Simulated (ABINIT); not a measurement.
# Phonon calculation, with input and output: ZrB₂ (part 2 of 2)

ZrB₂ (P6/mmm, 3 atoms in the cell); Kohn-Sham DFT of a periodic cell, LDA, PseudoDojo NC SR LDA v0.4 stringent, no spin polarisation (ABINIT 10.8.3); cutoff 925.19 eV, 8×8×6 k-mesh, fermi-dirac of 0.05 eV. The structure derives from an entry of the Crystallography Open Database.

Geometry of the input (Å; fractional positions):
```
3.1700  0.0000  0.0000
-1.5850  2.7453  0.0000
0.0000  0.0000  3.5330
Zr 0.0000  0.0000  0.0000
B  0.6667  0.3333  0.5000
B  0.3333  0.6667  0.5000
```

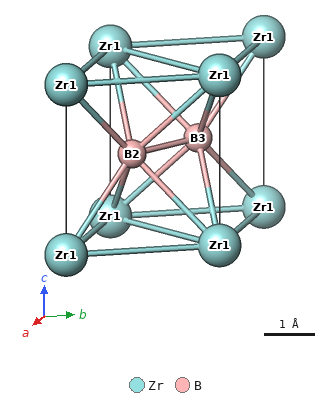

Fig. 1: The structure as given in the input (ball-and-stick view of the cell of the calculation, seen slightly off an axis; atoms are numbered from 1 in the order of the input). An atom can appear more than once, as a periodic image.

What the program printed, continued
```
--- !EnergyTerms
iteration_state     : {dtset: 1, }
comment             : Components of total free energy in Hartree
kinetic             :  1.86007485913473E+01
hartree             :  6.21345232379322E+00
xc                  : -1.25351832716391E+01
Ewald energy        : -4.82953939843553E+01
psp_core            :  2.19159387585486E+00
local_psp           : -2.81970954674858E+01
non_local_psp       :  5.30365101375446E+00
internal            : -5.67182269187304E+01
'-kT*entropy'       : -1.26685983394424E-04
total_energy        : -5.67183536047138E+01
total_energy_eV     : -1.54338502717400E+03
band_energy         : -3.19828139064236E+00
...

 Cartesian components of stress tensor (hartree/bohr^3)
  sigma(1 1)=  3.00413219E-04  sigma(3 2)=  0.00000000E+00
  sigma(2 2)=  3.00413219E-04  sigma(3 1)=  0.00000000E+00
  sigma(3 3)=  3.05941889E-04  sigma(2 1)= -1.04695126E-13

-Cartesian components of stress tensor (GPa)         [Pressure= -8.8927E+00 GPa]
- sigma(1 1)=  8.83846205E+00  sigma(3 2)=  0.00000000E+00
- sigma(2 2)=  8.83846205E+00  sigma(3 1)=  0.00000000E+00
- sigma(3 3)=  9.00112115E+00  sigma(2 1)= -3.08023695E-09

================================================================================
== DATASET  2 ==================================================================

--- !DatasetInfo
iteration_state: {dtset: 2, }
dimensions: {natom: 3, nkpt: 192, mband: 17, nsppol: 1, nspinor: 1, nspden: 1, mpw: 1978, }
cutoff_energies: {ecut:  34.0, pawecutdg:  -1.0, }
electrons: {nelect:   1.80000000E+01, charge:   0.00000000E+00, occopt:   3.00000000E+00, tsmear:   1.83747000E-03, }
meta: {optdriver: 1, rfphon: 1, }
...

 mkfilename : getwfk/=0, take file _WFK from output of DATASET   1.

 Exchange-correlation functional for the present dataset will be:
  LDA: Perdew-Wang 92 LSD fit to Ceperley-Alder data - ixc=7
  J.P.Perdew and Y.Wang, PRB 45, 13244 (1992)

 Real(R)+Recip(G) space primitive vectors, cartesian coordinates (Bohr,Bohr^-1):
 R(1)=  5.9904318  0.0000000  0.0000000  G(1)=  0.1669329  0.0963787  0.0000000
 R(2)= -2.9952159  5.1878661  0.0000000  G(2)=  0.0000000  0.1927575  0.0000000
 R(3)=  0.0000000  0.0000000  6.6764024  G(3)=  0.0000000  0.0000000  0.1497813
 Unit cell volume ucvol=  2.0748628E+02 bohr^3
 Angles (23,13,12)=  9.00000000E+01  9.00000000E+01  1.20000000E+02 degrees
 setup1 : take into account q-point for computing boxcut.

 getcut: wavevector=  0.0000  0.0000  0.0000  ngfft=  32  32  36
         ecut(hartree)=     34.000   => boxcut(ratio)=   2.03511
--------------------------------------------------------------------------------

 ==>  initialize data related to q vector <==

 The list of irreducible perturbations for this q vector is:
    1)    idir= 1    ipert=   1
    2)    idir= 3    ipert=   1
    3)    idir= 1    ipert=   2
    4)    idir= 3    ipert=   2

================================================================================

 The perturbation idir=   2  ipert=   1 is
 symmetric of a previously calculated perturbation.
 So, its SCF calculation is not needed.

 The perturbation idir=   2  ipert=   2 is
 symmetric of a previously calculated perturbation.
 So, its SCF calculation is not needed.

 The perturbation idir=   1  ipert=   3 is
 symmetric of a previously calculated perturbation.
 So, its SCF calculation is not needed.

 The perturbation idir=   2  ipert=   3 is
 symmetric of a previously calculated perturbation.
 So, its SCF calculation is not needed.

 The perturbation idir=   3  ipert=   3 is
 symmetric of a previously calculated perturbation.
 So, its SCF calculation is not needed.

--------------------------------------------------------------------------------
 Perturbation wavevector (in red.coord.)   0.000000  0.000000  0.000000
 Perturbation : displacement of atom   1   along direction   1
 Found     4 symmetries that leave the perturbation invariant.
 symkpt : the number of k-points, thanks to the symmetries,
 is reduced to    63 .

--------------------------------------------------------------------------------

--------------------------------------------------------------------------------

 dfpt_looppert : total number of electrons, from k and k+q
  fully or partially occupied states are    1.800000E+01 and    1.800000E+01.
 Initialisation of the first-order wave-functions :
  ireadwf=   0

--- !BeginCycle
iteration_state: {dtset: 2, }
solver: {iscf: 7, nstep: 80, nline: 4, wfoptalg: 0, }
tolerances: {tolvrs: 1.00E-08, }
...

     iter   2DEtotal(Ha)        deltaE(Ha) residm    vres2
-ETOT  1   5.1755146245498     -1.462E+03 4.973E+00 1.558E+02
 ETOT  2   4.6691755072514     -5.063E-01 9.601E-02 7.332E-01
 ETOT  3   4.6687083601487     -4.671E-04 4.987E-03 6.639E-02
 ETOT  4   4.6686687519409     -3.961E-05 1.040E-03 1.580E-03
 ETOT  5   4.6686677632563     -9.887E-07 1.412E-04 2.329E-06
 ETOT  6   4.6686677623886     -8.677E-10 3.846E-05 7.435E-09

 At SCF step    6       vres2   =  7.43E-09 < tolvrs=  1.00E-08 =>converged.
================================================================================

 ----iterations are completed or convergence reached----

 Mean square residual over all n,k,spin=   53.205E-09; max=  38.456E-06

 2DEtotal=    0.4668667762E+01 Ha. Also 2DEtotal=    0.127040921737E+03 eV
    (2DErelax=   -1.4626336808E+03 Ha. 2DEnonrelax=    1.4673023485E+03 Ha)
    (  non-var. 2DEtotal :    4.6686622110E+00 Ha)

--------------------------------------------------------------------------------
 Perturbation wavevector (in red.coord.)   0.000000  0.000000  0.000000
 Perturbation : displacement of atom   1   along direction   3
 Found    12 symmetries that leave the perturbation invariant.
 symkpt : the number of k-points, thanks to the symmetries,
 is reduced to    30 .

--------------------------------------------------------------------------------

--------------------------------------------------------------------------------

 dfpt_looppert : total number of electrons, from k and k+q
  fully or partially occupied states are    1.800000E+01 and    1.800000E+01.
 Initialisation of the first-order wave-functions :
  ireadwf=   0

--- !BeginCycle
iteration_state: {dtset: 2, }
solver: {iscf: 7, nstep: 80, nline: 4, wfoptalg: 0, }
tolerances: {tolvrs: 1.00E-08, }
...

     iter   2DEtotal(Ha)        deltaE(Ha) residm    vres2
-ETOT  1   8.6683304986394     -1.923E+03 5.799E+00 7.520E+03
 ETOT  2   6.2007898792806     -2.468E+00 1.538E-01 1.654E+02
 ETOT  3   6.1455002122755     -5.529E-02 1.312E-02 4.681E+00
 ETOT  4   6.1434567945435     -2.043E-03 1.128E-03 1.422E-02
 ETOT  5   6.1434515736526     -5.221E-06 3.485E-04 2.958E-05
 ETOT  6   6.1434515531344     -2.052E-08 3.201E-05 9.085E-08
 ETOT  7   6.1434515530512     -8.322E-11 1.217E-05 2.034E-10

 At SCF step    7       vres2   =  2.03E-10 < tolvrs=  1.00E-08 =>converged.
================================================================================

 ----iterations are completed or convergence reached----

 Mean square residual over all n,k,spin=   28.734E-09; max=  12.168E-06

 2DEtotal=    0.6143451553E+01 Ha. Also 2DEtotal=    0.167171833094E+03 eV
    (2DErelax=   -1.9259060564E+03 Ha. 2DEnonrelax=    1.9320495080E+03 Ha)
    (  non-var. 2DEtotal :    6.1434468005E+00 Ha)

--------------------------------------------------------------------------------
 Perturbation wavevector (in red.coord.)   0.000000  0.000000  0.000000
 Perturbation : displacement of atom   2   along direction   1
 Found     2 symmetries that leave the perturbation invariant.
 symkpt : the number of k-points, thanks to the symmetries,
 is reduced to   102 .

--------------------------------------------------------------------------------

--------------------------------------------------------------------------------

 dfpt_looppert : total number of electrons, from k and k+q
  fully or partially occupied states are    1.800000E+01 and    1.800000E+01.
 Initialisation of the first-order wave-functions :
  ireadwf=   0

--- !BeginCycle
iteration_state: {dtset: 2, }
solver: {iscf: 7, nstep: 80, nline: 4, wfoptalg: 0, }
tolerances: {tolvrs: 1.00E-08, }
...

     iter   2DEtotal(Ha)        deltaE(Ha) residm    vres2
-ETOT  1   6.1813092455423     -2.169E+02 4.195E+00 2.483E+03
 ETOT  2   5.1431185629259     -1.038E+00 5.375E-01 8.066E+00
 ETOT  3   5.1388185217802     -4.300E-03 5.498E-02 1.739E-01
 ETOT  4   5.1387418772096     -7.664E-05 1.116E-02 1.085E-02
 ETOT  5   5.1387349373166     -6.940E-06 1.381E-03 1.149E-05
 ETOT  6   5.1387349327730     -4.544E-09 4.455E-04 1.416E-07
 ETOT  7   5.1387349327179     -5.508E-11 5.826E-05 2.598E-08
 ETOT  8   5.1387349327089     -8.981E-12 1.933E-05 1.735E-09

 At SCF step    8       vres2   =  1.74E-09 < tolvrs=  1.00E-08 =>converged.
================================================================================

 ----iterations are completed or convergence reached----

 Mean square residual over all n,k,spin=   31.951E-09; max=  19.329E-06

 2DEtotal=    0.5138734933E+01 Ha. Also 2DEtotal=    0.139832101070E+03 eV
    (2DErelax=   -2.1797788261E+02 Ha. 2DEnonrelax=    2.2311661754E+02 Ha)
    (  non-var. 2DEtotal :    5.1387348353E+00 Ha)

--------------------------------------------------------------------------------
 Perturbation wavevector (in red.coord.)   0.000000  0.000000  0.000000
 Perturbation : displacement of atom   2   along direction   3
 Found     6 symmetries that leave the perturbation invariant.
 symkpt : the number of k-points, thanks to the symmetries,
 is reduced to    45 .

--------------------------------------------------------------------------------

--------------------------------------------------------------------------------

 dfpt_looppert : total number of electrons, from k and k+q
  fully or partially occupied states are    1.800000E+01 and    1.800000E+01.
 Initialisation of the first-order wave-functions :
  ireadwf=   0

--- !BeginCycle
iteration_state: {dtset: 2, }
solver: {iscf: 7, nstep: 80, nline: 4, wfoptalg: 0, }
tolerances: {tolvrs: 1.00E-08, }
...

     iter   2DEtotal(Ha)        deltaE(Ha) residm    vres2
-ETOT  1   6.0939497730674     -2.698E+02 2.838E+00 6.405E+03
 ETOT  2   4.2785673655983     -1.815E+00 2.075E-01 1.034E+02
 ETOT  3   4.2443455239295     -3.422E-02 5.940E-03 3.917E+00
 ETOT  4   4.2427435111379     -1.602E-03 1.197E-03 1.435E-02
 ETOT  5   4.2427374426489     -6.068E-06 1.908E-04 2.978E-05
 ETOT  6   4.2427374275544     -1.509E-08 2.195E-05 1.580E-07
 ETOT  7   4.2427374274975     -5.684E-11 8.760E-06 1.156E-09

 At SCF step    7       vres2   =  1.16E-09 < tolvrs=  1.00E-08 =>converged.
================================================================================

 ----iterations are completed or convergence reached----

 Mean square residual over all n,k,spin=   19.355E-09; max=  87.601E-07

 2DEtotal=    0.4242737427E+01 Ha. Also 2DEtotal=    0.115450766880E+03 eV
    (2DErelax=   -2.7170108696E+02 Ha. 2DEnonrelax=    2.7594382439E+02 Ha)
    (  non-var. 2DEtotal :    4.2427345551E+00 Ha)

================================================================================

 ---- first-order wavefunction calculations are completed ----

 ==> Compute Derivative Database <==

  Dynamical matrix, in cartesian coordinates,
   if specified in the inputs, asr has been imposed
     j1       j2             matrix element
  dir pert dir pert     real part    imaginary part

   1    1   1    1         0.1301254793        -0.0000000000
   1    1   1    2        -0.0650627397         0.0000000000
   1    1   1    3        -0.0650627397         0.0000000000

   2    1   2    1         0.1301254793        -0.0000000000
   2    1   2    2        -0.0650627397         0.0000000000
   2    1   2    3        -0.0650627397         0.0000000000

   3    1   3    1         0.1378494217         0.0000000000
   3    1   3    2        -0.0689247109         0.0000000000
   3    1   3    3        -0.0689247109        -0.0000000000

   1    2   1    1        -0.0650629321        -0.0000000000
   1    2   1    2         0.1432006433         0.0000000000
   1    2   1    3        -0.0781377112         0.0000000000

   2    2   2    1        -0.0650629321        -0.0000000000
   2    2   2    2         0.1432006433         0.0000000000
   2    2   2    3        -0.0781377112        -0.0000000000

   3    2   3    1        -0.0689244377        -0.0000000000
   3    2   3    2         0.0951822296         0.0000000000
   3    2   3    3        -0.0262577919        -0.0000000000

   1    3   1    1        -0.0650629321        -0.0000000000
   1    3   1    2        -0.0781377112        -0.0000000000
   1    3   1    3         0.1432006433         0.0000000000

   2    3   2    1        -0.0650629321        -0.0000000000
   2    3   2    2        -0.0781377112         0.0000000000
   2    3   2    3         0.1432006433        -0.0000000000

   3    3   3    1        -0.0689244377         0.0000000000
   3    3   3    2        -0.0262577919         0.0000000000
   3    3   3    3         0.0951822296        -0.0000000000

  Phonon wavevector (reduced coordinates) :  0.00000  0.00000  0.00000
 Phonon energies in Hartree :
   0.000000E+00  0.000000E+00  0.000000E+00  2.020888E-03  2.020888E-03
   2.079995E-03  2.482378E-03  3.351316E-03  3.351316E-03
 Phonon frequencies in cm-1    :
   0.000000E+00  0.000000E+00  0.000000E+00  4.435336E+02  4.435336E+02
   4.565062E+02  5.448190E+02  7.355288E+02  7.355288E+02

== END DATASET(S) ==============================================================
================================================================================

 -outvars: echo values of variables after computation  --------
            acell      1.0000000000E+00  1.0000000000E+00  1.0000000000E+00 Bohr
           etotal1    -5.6718353605E+01
           etotal2     4.2427374275E+00
            fcart1     1.4046593939E-30  2.9735950903E-30 -0.0000000000E+00
                      -1.2641934545E-29 -1.0002092576E-29 -0.0000000000E+00
                       1.1237275151E-29  7.0284974860E-30 -0.0000000000E+00
            fcart2     0.0000000000E+00  0.0000000000E+00  0.0000000000E+00
                       0.0000000000E+00  0.0000000000E+00  0.0000000000E+00
                       0.0000000000E+00  0.0000000000E+00  0.0000000000E+00
            rprim      5.9904318151E+00  0.0000000000E+00  0.0000000000E+00
                      -2.9952159075E+00  5.1878661315E+00  0.0000000000E+00
                       0.0000000000E+00  0.0000000000E+00  6.6764023983E+00
           strten1     3.0041321908E-04  3.0041321915E-04  3.0594188948E-04
                       0.0000000000E+00  0.0000000000E+00 -1.0469512598E-13
           strten2     0.0000000000E+00  0.0000000000E+00  0.0000000000E+00
                       0.0000000000E+00  0.0000000000E+00  0.0000000000E+00
           xangst      0.0000000000E+00  0.0000000000E+00  0.0000000000E+00
                       1.5849999989E+00  9.1510017605E-01  1.7664999988E+00
                       1.7639202457E-11  1.8302003521E+00  1.7664999988E+00
             xred      0.0000000000E+00  0.0000000000E+00  0.0000000000E+00
                       6.6666666667E-01  3.3333333333E-01  5.0000000000E-01
                       3.3333333333E-01  6.6666666667E-01  5.0000000000E-01
 Calculation completed.
```

Summary

| quantity | value |
| --- | --- |
| outcome | converged |
| space group (tolerance 0.01 Å) | P6/mmm (191) |
| electrons treated | 18 |
| free energy | −1543.3850 eV |
| Fermi energy | 12.216 eV |
| pressure | −8.89 GPa |
| largest force (length of the vector) | under 0.001 eV/Å |
| hardware | 4 threads of Intel Xeon (Granite Rapids), 128 GiB of memory available, shared host |
| wall time | 30 s (CPU time 2 min) |
| peak memory | 0.44 GiB |

Remarks

Points of doubt noted for this run: k mesh coarse for metal response. The cell is under a tension of 8.9 GPa at this level, so it is not at its equilibrium volume.
